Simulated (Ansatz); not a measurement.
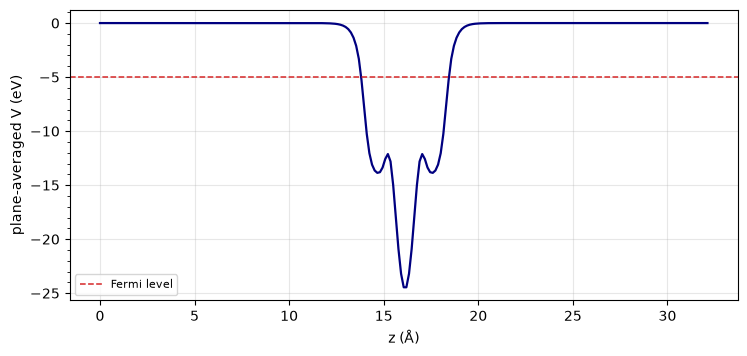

*MoS₂ (slab). Plane average of the electrostatic potential (local pseudopotential plus Hartree) felt by an electron across the slab.*

Computed without spin polarisation.

Method: DFT PBE+D3(BJ), scalar-relativistic, plane waves, PAW in Ansatz.

How far above the Fermi level of the calculation is the vacuum level?

5.0 eV. The slab has a gap, so the Fermi level lies inside it and this isn't a work function in the metallic sense.

How thick is the slab, and how wide the vacuum?

The outermost nuclei are 3.1 Å apart, in 3 atomic planes; the vacuum between periodic images is 29.1 Å wide.
